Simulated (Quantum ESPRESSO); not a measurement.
# 1T-SnS2, 2 layers, AA stacking: a series in the share of short-range exact exchange, part 2 of 3

Aim: how the results for 1T-SnS2, 2 layers, AA stacking change with the share of short-range exact exchange.

Quantum ESPRESSO 7.5; plane-wave DFT, PBE, SG15 norm-conserving pseudopotentials.

So far. Step 2 (Relaxing cell and ions of the reference):  The last row is no step: it is a fresh SCF in the final cell with a new plane-wave basis, +22 meV from the row before, a sign that the cell is biased by the basis (Pulay stress).

**3. Ground state, 0**

The self-consistent run of this member.

Level of this step: plane-wave DFT, PBE, SG15 norm-conserving pseudopotentials (Quantum ESPRESSO 7.5).

The input, m0.scf.in:

```
&control
  prefix = 'm0.scf'
  outdir = './out'
  pseudo_dir = './pseudo'
  calculation = 'scf'
  tprnfor = .true.
/
&system
  ibrav = 0
  nat = 6
  ntyp = 2
  ecutwfc = 60
  ecutrho = 240
  occupations = 'fixed'
  nbnd = 29
/
&electrons
  conv_thr = 1e-08
  mixing_beta = 0.6
  electron_maxstep = 120
/
ATOMIC_SPECIES
  S   32.0600  S_ONCV_PBE-1.2.upf
  Sn  118.7100  Sn_ONCV_PBE-1.2.upf
CELL_PARAMETERS angstrom
  3.64815544900000 0.00000000000000 0.00000000000000
  -1.82407772400000 3.15939529500000 0.00000000000000
  0.00000000000000 0.00000000000000 21.83033368500000
ATOMIC_POSITIONS crystal
  S   0.666666666700 0.333333333300 0.296973409800
  Sn  0.000000000000 0.000000000000 0.365203744000
  S   0.333333333300 0.666666666700 0.433327307300
  S   0.666666666700 0.333333333300 0.566672692700
  Sn  0.000000000000 0.000000000000 0.634796256000
  S   0.333333333300 0.666666666700 0.703026590200
K_POINTS automatic
  9 9 1 0 0 0
```

On the command line:

```sh
OMP_NUM_THREADS=1 mpirun -n 4 pw.x -nk 4 -in m0.scf.in > m0.scf.out
```

Output:

```text
[banner, memory and clock lines left out]
Program PWSCF v.7.5 starts
[citation notice left out]

[...]
Message from routine setup:
[...]
bravais-lattice index     =            0
     lattice parameter (alat)  =       6.8940  a.u.
     unit-cell volume          =    1697.9867 (a.u.)^3
     number of atoms/cell      =            6
     number of atomic types    =            2
     number of electrons       =        52.00
     number of Kohn-Sham states=           29
     kinetic-energy cutoff     =      60.0000  Ry
     charge density cutoff     =     240.0000  Ry
     scf convergence threshold =      1.0E-08
     mixing beta               =       0.6000
     number of iterations used =            8  plain     mixing
     Exchange-correlation= PBE
                           (   1   4   3   4   0   0   0)

[...]
PseudoPot. # 1 for S  read from file:
     ./pseudo/S_ONCV_PBE-1.2.upf
     Pseudo is Norm-conserving, Zval =  6.0
     Generated using ONCVPSP code by D. R. Hamann
     Using radial grid of  602 points,  4 beta functions with:
                l(1) =   0
                l(2) =   0
                l(3) =   1
                l(4) =   1

     PseudoPot. # 2 for Sn read from file:
     ./pseudo/Sn_ONCV_PBE-1.2.upf
     Pseudo is Norm-conserving, Zval = 14.0
     Generated using ONCVPSP code by D. R. Hamann
     Using radial grid of  602 points,  6 beta functions with:
                l(1) =   0
                l(2) =   0
                l(3) =   1
                l(4) =   1
                l(5) =   2
                l(6) =   2

     atomic species   valence    mass     pseudopotential
     S                 6.00    32.06000     S ( 1.00)
     Sn               14.00   118.71000     Sn( 1.00)

     12 Sym. Ops., with inversion, found

[...]
number of k points=    12
[...]
Dense  grid:   106295 G-vectors     FFT dimensions: (  36,  36, 216)

     Initial potential from superposition of free atoms

     starting charge      51.7854, renormalised to      52.0000

     negative rho (up, down):  1.504E-04 0.000E+00
     Starting wfcs are random

     per-process dynamical memory:    85.6 Mb

     Self-consistent Calculation

     iteration #  1     ecut=    60.00 Ry     beta= 0.60
     Davidson diagonalization with overlap
     ethr =  1.00E-02,  avg # of iterations = 10.5

     Threshold (ethr) on eigenvalues was too large:
     Diagonalizing with lowered threshold

     Davidson diagonalization with overlap
     ethr =  6.44E-04,  avg # of iterations =  2.0

     negative rho (up, down):  4.790E-06 0.000E+00

     total energy              =    -323.13441131 Ry
     estimated scf accuracy    <       0.33254150 Ry

     iteration #  2     ecut=    60.00 Ry     beta= 0.60
[...]
negative rho (up, down):  1.836E-06 0.000E+00

[...]
total energy              =    -323.22197302 Ry
     estimated scf accuracy    <       0.17557537 Ry

     iteration #  3     ecut=    60.00 Ry     beta= 0.60
[...]
negative rho (up, down):  5.946E-07 0.000E+00

[...]
total energy              =    -323.25431037 Ry
     estimated scf accuracy    <       0.01537897 Ry

     iteration #  4     ecut=    60.00 Ry     beta= 0.60
[...]
negative rho (up, down):  2.439E-07 0.000E+00

[...]
total energy              =    -323.25362050 Ry
     estimated scf accuracy    <       0.05601097 Ry

     iteration #  5     ecut=    60.00 Ry     beta= 0.60
[...]
total energy              =    -323.26025332 Ry
     estimated scf accuracy    <       0.00068008 Ry

     iteration #  6     ecut=    60.00 Ry     beta= 0.60
[...]
total energy              =    -323.26034527 Ry
     estimated scf accuracy    <       0.00020311 Ry

     iteration #  7     ecut=    60.00 Ry     beta= 0.60
[...]
total energy              =    -323.26035347 Ry
     estimated scf accuracy    <       0.00002507 Ry

     iteration #  8     ecut=    60.00 Ry     beta= 0.60
[...]
total energy              =    -323.26036001 Ry
     estimated scf accuracy    <       0.00000318 Ry

     iteration #  9     ecut=    60.00 Ry     beta= 0.60
[...]
total energy              =    -323.26036008 Ry
     estimated scf accuracy    <       0.00000064 Ry

     iteration # 10     ecut=    60.00 Ry     beta= 0.60
[...]
total energy              =    -323.26036023 Ry
     estimated scf accuracy    <       0.00000003 Ry

     iteration # 11     ecut=    60.00 Ry     beta= 0.60
[...]
End of self-consistent calculation

          k = 0.0000 0.0000 0.0000 ( 13415 PWs)   bands (ev):

   -20.1090 -20.1090 -20.1090 -20.1090 -20.0547 -20.0546 -20.0338 -20.0338
   -20.0338 -20.0338 -12.7824 -12.6870 -11.0830 -10.8915  -4.5179  -3.9678
    -0.5882   0.2763   0.2763   0.3315   0.3315   0.3601   0.6384   0.6384
     0.7053   0.7053   3.0408   3.6705   4.6760

          k = 0.0000 0.1283 0.0000 ( 13407 PWs)   bands (ev):

   -20.1156 -20.1156 -20.1012 -20.1012 -20.0493 -20.0492 -20.0393 -20.0393
   -20.0339 -20.0339 -12.6450 -12.5503 -10.9797 -10.7941  -4.5046  -4.0387
    -0.8124  -0.5919  -0.3790  -0.0952  -0.0228   0.0762   0.1833   0.5223
     0.7121   0.8014   3.5851   3.8395   5.2654

[...]
highest occupied, lowest unoccupied level (ev):     0.8014    2.3533

!    total energy              =    -323.26036023 Ry
     estimated scf accuracy    <          4.1E-09 Ry

     The total energy is the sum of the following terms:
     one-electron contribution =   -1535.74940909 Ry
     hartree contribution      =     779.31779622 Ry
     xc contribution           =     -47.56647118 Ry
     ewald contribution        =     480.73772382 Ry

     convergence has been achieved in  11 iterations

     Forces acting on atoms (cartesian axes, Ry/au):

     atom    1 type  1   force =     0.00000000    0.00000000   -0.00329575
     atom    2 type  2   force =     0.00000000    0.00000000   -0.00244230
     atom    3 type  1   force =     0.00000000    0.00000000   -0.00056629
     atom    4 type  1   force =     0.00000000   -0.00000000    0.00056629
     atom    5 type  2   force =     0.00000000    0.00000000    0.00244230
     atom    6 type  1   force =     0.00000000   -0.00000000    0.00329575

     Total force =     0.005856     Total SCF correction =     0.000347

[...]
```

It took 26 s on 4 MPI ranks of Arm Neoverse V2, shared host; peak memory 0.6 GiB.

Read from the output:

| Item | Value |
| --- | --- |
| free energy | -4398.1813 eV |
| valence top, on the run's zero | 0.8014 eV |
| conduction bottom, on the run's zero | 2.353 eV |
| gap by band count | 1.552 eV |

**4. Potential by pp.x, 0**

plot_num = 11 writes the bare and Hartree potential, from which vacuum levels or, in a crystal, the mean potential are read.

The input, m0.pot.in:

```
&inputpp
  prefix = 'm0.scf'
  outdir = './out'
  filplot = 'm0.pot.dat'
  plot_num = 11
/
```

On the command line:

```sh
OMP_NUM_THREADS=1 mpirun -n 4 pp.x -in m0.pot.in > m0.pot.out
```

Output:

```text
[banner, memory and clock lines left out]
Program POST-PROC v.7.5 starts

          URL

     ./out/m0.scf.save/

     IMPORTANT: XC functional enforced from input :
     Exchange-correlation= PBE
                           (   1   4   3   4   0   0   0)
     Any further DFT definition will be discarded
     Please, verify this is what you really want

     Calling punch_plot, plot_num =  11
     Writing data to file  m0.pot.dat
     Message from routine chdens:
     namelist plot not found or invalid, exiting
```

The job ended after 0.73 s (4 MPI ranks; peak memory 0.09 GiB; 2.5 s of CPU time).

Read from the output:

- potential in the middle of the vacuum, over the valence top: 6.715 eV

The potential energy, planar mean oscillates, so the rows of the table below give means over windows of 2 Å about each position, cut where the curve ends. Its maxima inside the range that stand out by 2 % of the span (Å: eV): 7.2: -3.88, 8.8: -3.94, 10.9: 5.87, 13.0: -3.94, 14.7: -3.88. Its minima: 6.5: -16.0, 8.0: -12.9, 9.4: -15.9, 12.4: -15.9, 13.8: -12.9, 15.4: -16.0.

Electrostatic potential energy of an electron; zero at the highest filled level of the SCF mesh. The potential energy, planar mean by z; means over each step:

| z (Å) | potential energy, planar mean (eV) |
| --- | --- |
| 0 | 6.71 |
| 2 | 6.71 |
| 4 | 6.65 |
| 6 | -2.98 |
| 8 | -7.57 |
| 10 | -2.76 |
| 12 | -3.65 |
| 14 | -7.70 |
| 16 | -1.90 |
| 18 | 6.68 |
| 20 | 6.71 |

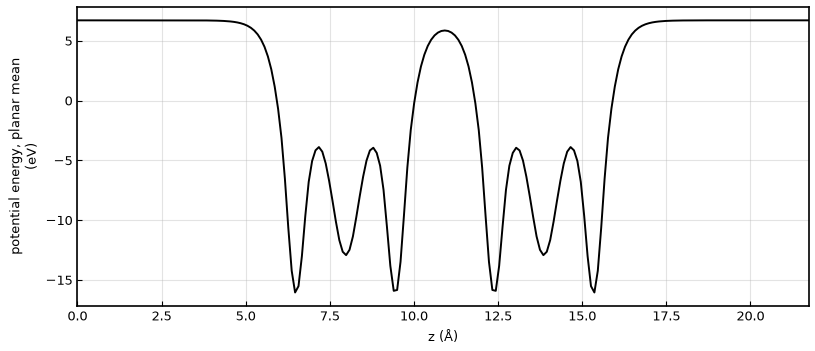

Potential energy, planar mean against z.

**5. Self-consistent run, 0.125**

Level of this step: plane-wave DFT, screened hybrid with 0.125 exact exchange, SG15 norm-conserving pseudopotentials (Quantum ESPRESSO 7.5). input_dft overrides the functional of the files.

m1.scf.in is the input of step 3 with these lines changed:

```diff
@@ -1,3 +1,3 @@
 &control
-  prefix = 'm0.scf'
+  prefix = 'm1.scf'
   outdir = './out'
@@ -15,2 +15,8 @@
   nbnd = 29
+  input_dft = 'hse'
+  exx_fraction = 0.125
+  nqx1 = 3
+  nqx2 = 3
+  nqx3 = 1
+  ecutfock = 60
 /
```

On the command line:

```sh
OMP_NUM_THREADS=1 mpirun -n 4 pw.x -nk 4 -in m1.scf.in > m1.scf.out
```

Output:

```text
[banner, memory and clock lines left out]
Program PWSCF v.7.5 starts
[...]
Message from routine setup:
[...]
number of electrons       =        52.00
     number of Kohn-Sham states=           29
     kinetic-energy cutoff     =      60.0000  Ry
     charge density cutoff     =     240.0000  Ry
[...]
number of k points=    12
[...]
Dense  grid:   106295 G-vectors     FFT dimensions: (  36,  36, 216)
[...]
negative rho (up, down):  1.504E-04 0.000E+00
     Starting wfcs are random
[...]
negative rho (up, down):  4.790E-06 0.000E+00
[...]
estimated scf accuracy    <       0.33254150 Ry
[...]
negative rho (up, down):  1.836E-06 0.000E+00
[...]
estimated scf accuracy    <       0.17557537 Ry
[...]
negative rho (up, down):  5.946E-07 0.000E+00
[...]
estimated scf accuracy    <       0.01537897 Ry
[...]
negative rho (up, down):  2.439E-07 0.000E+00
[...]
estimated scf accuracy    <       0.05601097 Ry
[...]
estimated scf accuracy    <       0.00068008 Ry
[...]
estimated scf accuracy    <       0.00020311 Ry
[...]
estimated scf accuracy    <       0.00002507 Ry
[...]
estimated scf accuracy    <       0.00000318 Ry
[...]
estimated scf accuracy    <       0.00000064 Ry
[...]
estimated scf accuracy    <       0.00000003 Ry
[...]
highest occupied, lowest unoccupied level (ev):     0.8014    2.3533
!    total energy              =    -323.26036023 Ry
     estimated scf accuracy    <          4.1E-09 Ry
     convergence has been achieved in  11 iterations
[...]
estimated scf accuracy    <       0.00065505 Ry
[...]
estimated scf accuracy    <       0.00004656 Ry
[...]
estimated scf accuracy    <       0.00004025 Ry
[...]
estimated scf accuracy    <       0.00004628 Ry
[...]
estimated scf accuracy    <       0.00000047 Ry
[...]
estimated scf accuracy    <       0.00000022 Ry
[...]
highest occupied, lowest unoccupied level (ev):     0.5107    2.3988
!    total energy              =    -322.64222439 Ry
     estimated scf accuracy    <          3.3E-09 Ry
     convergence has been achieved in   7 iterations
[...]
estimated scf accuracy    <       0.00000330 Ry
[...]
estimated scf accuracy    <       0.00000146 Ry
[...]
estimated scf accuracy    <       0.00000196 Ry
[...]
estimated scf accuracy    <       0.00000033 Ry
[...]
highest occupied, lowest unoccupied level (ev):     0.5089    2.4057
!    total energy              =    -322.64235982 Ry
     estimated scf accuracy    <          4.6E-09 Ry
     convergence has been achieved in   5 iterations
[...]
estimated scf accuracy    <       0.00000017 Ry
[...]
estimated scf accuracy    <       0.00000153 Ry
[...]
highest occupied, lowest unoccupied level (ev):     0.5089    2.4065
!    total energy              =    -322.64236118 Ry
     estimated scf accuracy    <          4.6E-09 Ry
     convergence has been achieved in   3 iterations
[...]
estimated scf accuracy    <       0.00000002 Ry
[...]
estimated scf accuracy    <       0.00000006 Ry
[...]
estimated scf accuracy    <       0.00000001 Ry
[...]
highest occupied, lowest unoccupied level (ev):     0.5088    2.4064
!    total energy              =    -322.64236121 Ry
     estimated scf accuracy    <          5.5E-11 Ry
     convergence has been achieved in   4 iterations
[...]
!!   total energy              =    -322.64236121 Ry
[...]
Total force =     0.020842     Total SCF correction =     0.000046
[...]
```

The job ended after 2.8 min (4 MPI ranks; peak memory 6.8 GiB; 11 min of CPU time).

Read from the output:

- free energy: -4389.7730 eV
- valence top, on the run's zero: 0.5088 eV
- conduction bottom, on the run's zero: 2.406 eV
- gap by band count: 1.898 eV

**6. SCF with pw.x, 0.25**

Level of this step: plane-wave DFT, HSE06, SG15 norm-conserving pseudopotentials (Quantum ESPRESSO 7.5). input_dft overrides the functional of the files.

m2.scf.in is the input of step 5 with these lines changed:

```diff
@@ -1,3 +1,3 @@
 &control
-  prefix = 'm1.scf'
+  prefix = 'm2.scf'
   outdir = './out'
@@ -16,3 +16,3 @@
   input_dft = 'hse'
-  exx_fraction = 0.125
+  exx_fraction = 0.25
   nqx1 = 3
```

On the command line:

```sh
OMP_NUM_THREADS=1 mpirun -n 4 pw.x -nk 4 -in m2.scf.in > m2.scf.out
```

Output:

```text
[banner, memory and clock lines left out]
Program PWSCF v.7.5 starts
[...]
Message from routine setup:
[...]
number of electrons       =        52.00
     number of Kohn-Sham states=           29
     kinetic-energy cutoff     =      60.0000  Ry
     charge density cutoff     =     240.0000  Ry
[...]
number of k points=    12
[...]
Dense  grid:   106295 G-vectors     FFT dimensions: (  36,  36, 216)
[...]
negative rho (up, down):  1.504E-04 0.000E+00
     Starting wfcs are random
[...]
negative rho (up, down):  4.790E-06 0.000E+00
[...]
estimated scf accuracy    <       0.33254150 Ry
[...]
negative rho (up, down):  1.836E-06 0.000E+00
[...]
estimated scf accuracy    <       0.17557537 Ry
[...]
negative rho (up, down):  5.946E-07 0.000E+00
[...]
estimated scf accuracy    <       0.01537897 Ry
[...]
negative rho (up, down):  2.439E-07 0.000E+00
[...]
estimated scf accuracy    <       0.05601097 Ry
[...]
estimated scf accuracy    <       0.00068008 Ry
[...]
estimated scf accuracy    <       0.00020311 Ry
[...]
estimated scf accuracy    <       0.00002507 Ry
[...]
estimated scf accuracy    <       0.00000318 Ry
[...]
estimated scf accuracy    <       0.00000064 Ry
[...]
estimated scf accuracy    <       0.00000003 Ry
[...]
highest occupied, lowest unoccupied level (ev):     0.8014    2.3533
!    total energy              =    -323.26036023 Ry
     estimated scf accuracy    <          4.1E-09 Ry
     convergence has been achieved in  11 iterations
[...]
estimated scf accuracy    <       0.00242011 Ry
[...]
estimated scf accuracy    <       0.00014402 Ry
[...]
estimated scf accuracy    <       0.00004741 Ry
[...]
estimated scf accuracy    <       0.00006656 Ry
[...]
estimated scf accuracy    <       0.00000178 Ry
[...]
estimated scf accuracy    <       0.00000014 Ry
[...]
highest occupied, lowest unoccupied level (ev):     0.2210    2.4438
!    total energy              =    -322.02831689 Ry
     estimated scf accuracy    <          3.9E-09 Ry
     convergence has been achieved in   7 iterations
[...]
estimated scf accuracy    <       0.00003492 Ry
[...]
estimated scf accuracy    <       0.00000703 Ry
[...]
estimated scf accuracy    <       0.00000118 Ry
[...]
estimated scf accuracy    <       0.00000137 Ry
[...]
estimated scf accuracy    <       0.00000002 Ry
[...]
highest occupied, lowest unoccupied level (ev):     0.2139    2.4680
!    total energy              =    -322.02927392 Ry
     estimated scf accuracy    <          3.7E-09 Ry
     convergence has been achieved in   6 iterations
[...]
estimated scf accuracy    <       0.00000180 Ry
[...]
estimated scf accuracy    <       0.00000095 Ry
[...]
estimated scf accuracy    <       0.00000087 Ry
[...]
estimated scf accuracy    <       0.00000008 Ry
[...]
highest occupied, lowest unoccupied level (ev):     0.2136    2.4719
!    total energy              =    -322.02930224 Ry
     estimated scf accuracy    <          1.2E-09 Ry
     convergence has been achieved in   5 iterations
[...]
estimated scf accuracy    <       0.00000011 Ry
[...]
estimated scf accuracy    <       0.00000025 Ry
[...]
estimated scf accuracy    <       0.00000004 Ry
[...]
highest occupied, lowest unoccupied level (ev):     0.2135    2.4726
!    total energy              =    -322.02930373 Ry
     estimated scf accuracy    <          1.8E-09 Ry
     convergence has been achieved in   4 iterations
[...]
highest occupied, lowest unoccupied level (ev):     0.2136    2.4729
!    total energy              =    -322.02930382 Ry
     estimated scf accuracy    <          4.6E-09 Ry
     convergence has been achieved in   1 iterations
[...]
!!   total energy              =    -322.02930382 Ry
[...]
Total force =     0.043432     Total SCF correction =     0.000202
[...]
```

Wall time 3.3 min (4 MPI ranks); peak memory 6.8 GiB.

Read from the output:

| Quantity | Value |
| --- | --- |
| free energy | -4381.4319 eV |
| valence top, on the run's zero | 0.2136 eV |
| conduction bottom, on the run's zero | 2.473 eV |
| gap by band count | 2.259 eV |

[end of part 2 of 3]

[Logs are printed without paths, hosts, clocks, repeated set-up lines and the standing remarks that a program may print on its own settings, such as how far it seeks lower states.]

[Hosts, paths, dates, database ids (printed as entryN), source tags and the programs' standing remarks are cut or masked in the printed files.]

[Maps of the electrostatic potential energy from Ansatz leave out the sawtooth potential of an applied field or a dipole correction, so their vacuum need not be flat; planar profiles and work functions include it.]
